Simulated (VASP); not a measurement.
# BeS: optical spectrum

Aim: the dielectric function of BeS for independent particles, and its static limit with local fields. The cell is of the zinc-blende type, one of the forms listed for this formula. The start is a cell from a database of measured crystal structures.

Method: PBE; plane waves and PAW (S, Be), in the first sound run; inputs show where later runs differ, in VASP 6.6.1.

The database entry behind the starting cell differs from later determinations by our own check (0.1 to 0.3 % short, probably kX units), so it need not match the best structure at ambient conditions.

## 1. Set-up

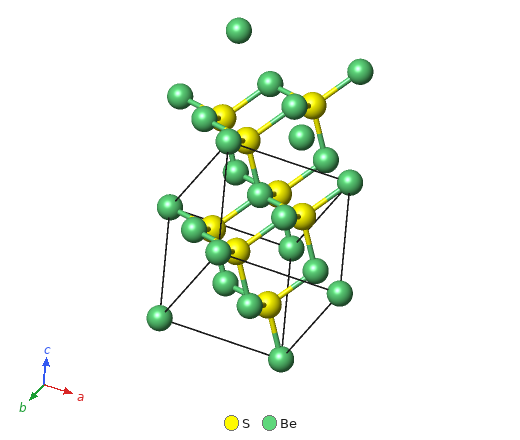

Start, viewed from a free direction; sulfur yellow, beryllium green. 1×1×2 cells are drawn. This picture shows the conventional cell, with its axes. Bonds to atoms that aren't drawn are left out. Some periodic images of atoms are drawn too.

As a file:

```xyz
2
Lattice="0.0000 2.4250 2.4250 2.4250 0.0000 2.4250 2.4250 2.4250 0.0000" Properties=species:S:1:pos:R:3 pbc="T T T"
S     3.6375    3.6375    3.6375
Be    0.0000    0.0000    0.0000
```

## 2. Ground state

The ground state comes first.

INCAR

```
SYSTEM = BeS
PREC = Accurate
ENCUT = 400
EDIFF = 1E-07
NELM = 100
ISMEAR = 0
SIGMA = 0.05
LREAL = .FALSE.
ALGO = Normal
GGA = PE
NBANDS = 10
LORBIT = 11
LWAVE = .FALSE.
LCHARG = .FALSE.
KPAR = 4
```

POSCAR

```
BeS
1.0
    0.0000000000      2.4250000000      2.4250000000
    2.4250000000      0.0000000000      2.4250000000
    2.4250000000      2.4250000000      0.0000000000
S Be
1 1
Direct
    0.7500000000      0.7500000000      0.7500000000
    0.0000000000      0.0000000000      0.0000000000
```

KPOINTS

```
Automatic mesh
0
Gamma
8 8 8
0 0 0
```

Potentials, in the order of the species: S and Be (PBE family, release 64).

On the command line:

```sh
$ mpirun -np 4 vasp_std
```

What it wrote:

```text
[banner, memory and clock lines left out]
running    4 mpi-ranks, on    1 nodes
 distrk:  each k-point on    1 cores,    4 groups
 distr:  one band on    1 cores,    1 groups

 POSCAR found type information on POSCAR S Be
 POSCAR found :  2 types and       2 ions
 LDA part: xc-table for (Slater+PW92), standard interpolation
 POSCAR, INCAR and KPOINTS ok, starting setup
 FFT: planning ... GRIDC
 FFT: planning ... GRID_SOFT
 FFT: planning ... GRID
 WAVECAR not read
 entering main loop
       N       E                     dE             d eps       ncg     rms          rms(c)
DAV:   1     0.154743220722E+02    0.15474E+02   -0.34303E+03   580   0.560E+02
DAV:   2    -0.934256746819E+01   -0.24817E+02   -0.24378E+02   792   0.107E+02
DAV:   3    -0.101799692989E+02   -0.83740E+00   -0.83641E+00   766   0.210E+01
DAV:   4    -0.101844942553E+02   -0.45250E-02   -0.45241E-02   764   0.171E+00
DAV:   5    -0.101845242653E+02   -0.30010E-04   -0.30009E-04   702   0.115E-01    0.566E+00
DAV:   6    -0.100490744301E+02    0.13545E+00   -0.12320E-01   658   0.180E+00    0.386E+00
DAV:   7    -0.100081329788E+02    0.40941E-01   -0.12302E-01   686   0.197E+00    0.990E-01
DAV:   8    -0.100093109789E+02   -0.11780E-02   -0.66561E-03   756   0.443E-01    0.146E-01
DAV:   9    -0.100094092471E+02   -0.98268E-04   -0.50691E-04   724   0.149E-01    0.291E-02
DAV:  10    -0.100094459386E+02   -0.36691E-04   -0.73294E-05   716   0.499E-02    0.946E-03
DAV:  11    -0.100094511907E+02   -0.52520E-05   -0.16731E-05   682   0.226E-02    0.796E-03
DAV:  12    -0.100094514420E+02   -0.25138E-06   -0.42533E-07   700   0.478E-03    0.305E-03
DAV:  13    -0.100094516072E+02   -0.16516E-06   -0.15621E-07   634   0.212E-03    0.331E-03
DAV:  14    -0.100094515441E+02    0.63072E-07   -0.15020E-08   348   0.638E-04
   1 F= -.10009452E+02 E0= -.10009452E+02  d E =-.274311E-14
```

The job ended after 1.6 s (4 MPI ranks of Intel Xeon 6975P-C (Granite Rapids), shared host; peak memory 0.48 GiB).

Lines that name or quote the potential files are left out of all logs, and their timing lines are given in words.

Parts of OUTCAR (step 2):

```text
ion  position               nearest neighbor table
   1  0.750  0.750  0.750-   2 2.10   2 2.10   2 2.10   2 2.10
   2  0.000  0.000  0.000-   1 2.10   1 2.10   1 2.10   1 2.10

  LATTYP: Found a face centered cubic cell.
 ALAT       =     4.8500000000

 Subroutine GETGRP returns: Found 24 space group operations
 (whereof 24 operations were pure point group operations)

The static configuration has the point symmetry T_d .

 Found     29 irreducible k-points:

   k-points           NKPTS =     29   k-points in BZ     NKDIM =     29   number of bands    NBANDS=     10

   dimension x,y,z NGX =    24 NGY =   24 NGZ =   24
   dimension x,y,z NGXF=    48 NGYF=   48 NGZF=   48

   ENCUT  =  400.0 eV  29.40 Ry    5.42 a.u.   5.59  5.59  5.59*2*pi/ulx,y,z

   NELECT =       8.0000    total number of electrons

 k-points in reciprocal lattice and weights: Automatic mesh
   0.00000000  0.00000000  0.00000000       0.002
   0.12500000  0.00000000  0.00000000       0.016
   0.25000000  0.00000000  0.00000000       0.016
   0.37500000  0.00000000  0.00000000       0.016
   0.50000000  0.00000000  0.00000000       0.008
   0.12500000  0.12500000  0.00000000       0.012
   0.25000000  0.12500000  0.00000000       0.047
   0.37500000  0.12500000  0.00000000       0.047
   0.50000000  0.12500000  0.00000000       0.047
[...]
-0.37500000  0.50000000  0.12500000       0.023
  -0.25000000  0.50000000  0.25000000       0.012

 average (electrostatic) potential at core
       1 -86.1752       2 -34.4309

 E-fermi :   4.4250

 k-point     1 :       0.0000    0.0000    0.0000
  band No.  band energies     occupation
      1      -9.5177      2.00000
      2       4.1759      2.00000
      3       4.1759      2.00000
      4       4.1759      2.00000
      5       9.8451      0.00000
      6       9.8451      0.00000
      7       9.8451      0.00000
      8      10.0609      0.00000
      9      16.9894      0.00000
    ...

 k-point     2 :       0.1250    0.0000    0.0000
  band No.  band energies     occupation
      1      -9.3403      2.00000
      2       2.9746      2.00000
      3       3.9766      2.00000
      4       3.9766      2.00000
      5       9.7833      0.00000
      6      10.2016      0.00000
      7      10.2016      0.00000
      8      11.3393      0.00000
      9      16.3011      0.00000
    ...

 k-point     3 :       0.2500    0.0000    0.0000
  band No.  band energies     occupation
      1      -8.8516      2.00000
      2       0.8707      2.00000
      3       3.5791      2.00000
      4       3.5791      2.00000
      5       9.7322      0.00000
      6      10.7467      0.00000
      7      10.7467      0.00000
      8      13.4494      0.00000
      9      16.0637      0.00000
    ...

  Total        0.2790482      0.2790482      0.2790482      0.0000000      0.0000000      0.0000000
  in kB       15.6756138     15.6756138     15.6756138      0.0000000      0.0000000      0.0000000
  external PRESSURE =      15.6756138 kB  Pullay stress =       0.0000000 kB

  energy-cutoff  :      400.00
  volume of cell :       28.52
      direct lattice vectors                 reciprocal lattice vectors
     0.000000000  2.425000000  2.425000000    -0.206185567  0.206185567  0.206185567
     2.425000000  0.000000000  2.425000000     0.206185567 -0.206185567  0.206185567
     2.425000000  2.425000000  0.000000000     0.206185567  0.206185567 -0.206185567

 POSITION                                       TOTAL-FORCE (eV/Angst)
 -----------------------------------------------------------------------------------
      3.63750      3.63750      3.63750         0.000000      0.000000      0.000000
      0.00000      0.00000      0.00000        -0.000000     -0.000000     -0.000000
 -----------------------------------------------------------------------------------
    total drift:                               -0.000000     -0.000000     -0.000000

  FREE ENERGIE OF THE ION-ELECTRON SYSTEM (eV)
  ---------------------------------------------------
  free  energy   TOTEN  =       -10.0094515441 eV

  energy  without entropy=      -10.0094515441  energy(sigma->0) =      -10.00945154

 total charge
# of ion       s       p       d       tot
------------------------------------------
    1        1.305   2.531   0.000   3.836
    2        0.388   0.653   0.000   1.041
--------------------------------------------------
tot          1.694   3.184   0.000   4.878

[... 3 further parts left out ...]
```

The gap is read on the k-mesh alone, so it is an upper bound where the band edges lie off the mesh.

This step gave:

- free energy (TOTEN): -10.01 eV
- Fermi energy: 4.425 eV
- pressure: 1.568 GPa
- gap on the k-mesh: 3.110 eV
- least direct gap on the k-mesh: 5.669 eV

The cell has a gap of 3.11 eV on this mesh.

## 3. Spectrum

LOPTICS sums the direct transitions; the mesh is finer and NBANDS larger than for the ground state.

INCAR, as its differences from that of step 2:

```diff
@@ -10,4 +10,3 @@
 GGA = PE
-NBANDS = 10
-LORBIT = 11
+NBANDS = 20
 LWAVE = .FALSE.
@@ -15 +14,4 @@
 KPAR = 4
+LOPTICS = .TRUE.
+NEDOS = 2000
+CSHIFT = 0.15
```

POSCAR is that of step 2.

KPOINTS

```
Automatic mesh
0
Gamma
12 12 12
0 0 0
```

On the command line:

```sh
$ mpirun -np 4 vasp_std
```

What it wrote:

```text
[... set-up lines as in an earlier step ...]
 entering main loop
       N       E                     dE             d eps       ncg     rms          rms(c)
DAV:   1     0.171628178735E+02    0.17163E+02   -0.30643E+03  2888   0.283E+02
DAV:   2    -0.936628489138E+01   -0.26529E+02   -0.25455E+02  3816   0.766E+01
DAV:   3    -0.101817592008E+02   -0.81547E+00   -0.81204E+00  3572   0.117E+01
DAV:   4    -0.101846558369E+02   -0.28966E-02   -0.28964E-02  3508   0.803E-01
DAV:   5    -0.101846681239E+02   -0.12287E-04   -0.12287E-04  3568   0.527E-02    0.566E+00
DAV:   6    -0.100491378660E+02    0.13553E+00   -0.77943E-02  3380   0.899E-01    0.382E+00
DAV:   7    -0.100083027621E+02    0.40835E-01   -0.87674E-02  3688   0.102E+00    0.984E-01
DAV:   8    -0.100095214496E+02   -0.12187E-02   -0.56423E-03  3240   0.239E-01    0.185E-01
DAV:   9    -0.100096220957E+02   -0.10065E-03   -0.46883E-04  3288   0.870E-02    0.514E-02
DAV:  10    -0.100096311065E+02   -0.90109E-05   -0.16530E-05  3688   0.136E-02    0.146E-02
DAV:  11    -0.100096480540E+02   -0.16948E-04   -0.17557E-05  3160   0.155E-02    0.761E-03
DAV:  12    -0.100096482751E+02   -0.22106E-06   -0.14984E-07  3600   0.163E-03    0.158E-03
DAV:  13    -0.100096483743E+02   -0.99232E-07   -0.42587E-08  3192   0.810E-04
   1 F= -.10009648E+02 E0= -.10009648E+02  d E =-.296606E-11
 optical routines
 imaginary and real dielectric function
 recalculating local potential from charge density
 direction            1
 direction            2
 direction            3
```

The job ended after 3.6 s (4 MPI ranks; peak memory 0.6 GiB).

Parts of OUTCAR (step 3):

```text
The static configuration has the point symmetry T_d .

 Found     72 irreducible k-points:

   k-points           NKPTS =     72   k-points in BZ     NKDIM =     72   number of bands    NBANDS=     20

   NELECT =       8.0000    total number of electrons

 E-fermi :   4.3795

 k-point     1 :       0.0000    0.0000    0.0000
  band No.  band energies     occupation
      1      -9.5179      2.00000
      2       4.1757      2.00000
      3       4.1757      2.00000
      4       4.1757      2.00000
      5       9.8451      0.00000
      6       9.8451      0.00000
      7       9.8451      0.00000
      8      10.0607      0.00000
      9      16.9893      0.00000
    ...

 k-point     2 :       0.0833    0.0000    0.0000
  band No.  band energies     occupation
      1      -9.4382      2.00000
      2       3.5793      2.00000
      3       4.0813      2.00000
      4       4.0813      2.00000
      5       9.7988      0.00000
      6      10.0164      0.00000
      7      10.0164      0.00000
      8      10.7123      0.00000
      9      16.6017      0.00000
    ...

  Total        0.2786154      0.2786154      0.2786154     -0.0000000      0.0000000     -0.0000000
  in kB       15.6513037     15.6513037     15.6513037     -0.0000000      0.0000000     -0.0000000
  external PRESSURE =      15.6513037 kB  Pullay stress =       0.0000000 kB

  FREE ENERGIE OF THE ION-ELECTRON SYSTEM (eV)
  ---------------------------------------------------
  free  energy   TOTEN  =       -10.0096483743 eV

  energy  without entropy=      -10.0096483743  energy(sigma->0) =      -10.00964837

 plasma frequency squared (from intraband transitions) (eV^2)
  --------------------------------------------------------------------------------------
       0.000       0.000       0.000
      -0.000       0.000      -0.000
       0.000       0.000       0.000

[... 7 parts as in an earlier step ...]

[... 6 further parts left out ...]
```

These are independent-particle spectra without excitons or local fields, and fine structure depends on the mesh and on CSHIFT.

Numbers from this step:

| Quantity | Value |
| --- | --- |
| Fermi energy | 4.380 eV |
| pressure | 1.565 GPa |

The imaginary dielectric function, xx has structure finer than the step of the table below, so its rows give means over 2.5 eV, whole bins alone (the curve runs from 0 to 25.0 eV). Peaks (eV: height): 6.94: 19.5.

Absorption under the direct gap is the tail of the CSHIFT broadening, and fine structure depends on the mesh. Table of imaginary dielectric function, xx by photon energy; means over each step:

```tsv
photon energy (eV)	imaginary dielectric function, xx
2.5	0.0931
5.0	2.39
7.5	13.3
10.0	4.12
12.5	1.91
15.0	0.839
17.5	0.496
20.0	0.326
22.5	0.142
```

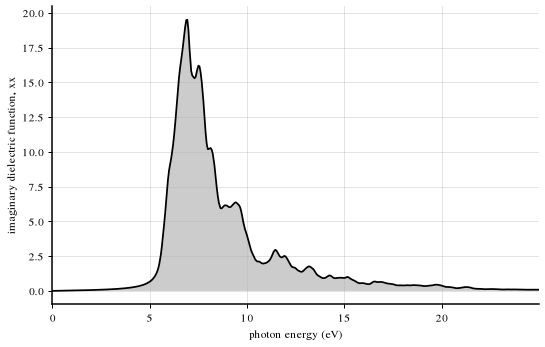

Imaginary dielectric function, xx against photon energy.

Table of real dielectric function, xx by photon energy:

```tsv
photon energy (eV)	real dielectric function, xx
0	5.75
2	6.12
4	7.79
6	15.1
8	-3.92
10	-4.47
12	-2.10
14	-1.14
16	-0.704
18	-0.308
20	-0.183
22	0.0627
24	0.271
```

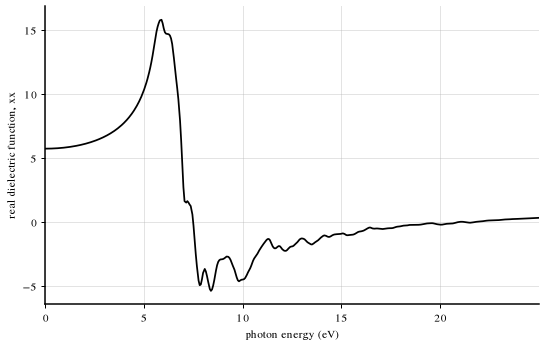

Real dielectric function, xx against photon energy.

[end of part 1 of 3]

[Lines on the potential files, build, host, timing and source positions are cut from VASP's logs without a mark.]

[Logs are printed without paths, hosts, clocks, repeated set-up lines and the standing remarks that a program may print on its own settings, such as how far it seeks lower states.]

[Hosts, paths, dates, database ids (printed as entryN), source tags and the programs' standing remarks are cut or masked in the printed files.]
